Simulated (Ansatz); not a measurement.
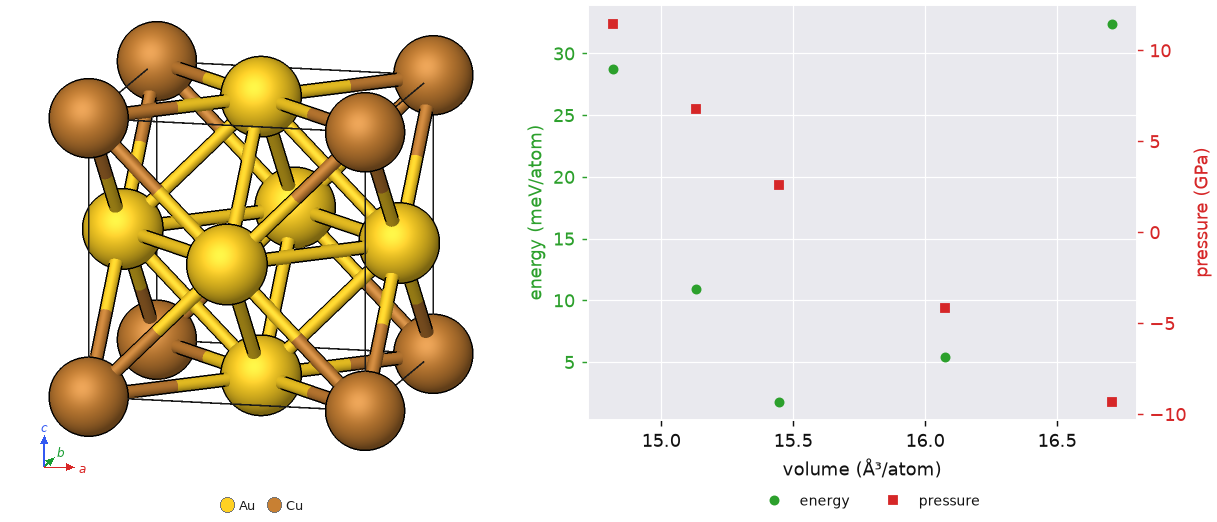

The picture above shows the energy and pressure against volume for CuAu₃, space group Pm-3m (No. 221). The conventional cell is drawn beside the plot.

Structure:
```
CELL_PARAMETERS angstrom
3.98000 0.00000 0.00000
0.00000 3.98000 0.00000
0.00000 0.00000 3.98000
ATOMIC_POSITIONS crystal
Au 0.50000 0.50000 0.00000
Au 0.50000 0.00000 0.50000
Au 0.00000 0.50000 0.50000
Cu 0.00000 0.00000 0.00000
```

Calculation (Ansatz 0.2.0): all-electron LAPW DFT, no spin polarisation; energies at scaled volumes of the given cell, shape and fractions fixed, counted from the fit's minimum, third-order Birch-Murnaghan fit. Level: PBEsol.

| setting | value |
| --- | --- |
| k mesh | 7×7×7 |
| occupations | Fermi–Dirac |
| smearing width | 0.05 eV |
| potentials | all electron LAPW, scalar relativistic |
| program settings | basis error eV/atom 0.002 |

The points at volume 15.76 Å³/atom and 16.39 Å³/atom are left out of the plot. What values does the calculation give there?

| volume (Å³/atom) | energy (meV/atom) | pressure (GPa) |
| --- | --- | --- |
| 15.76 | 0.28 | −1.00 |
| 16.39 | 16.41 | −6.92 |

Limits of the calculation: spin-orbit coupling left out, heavy elements.
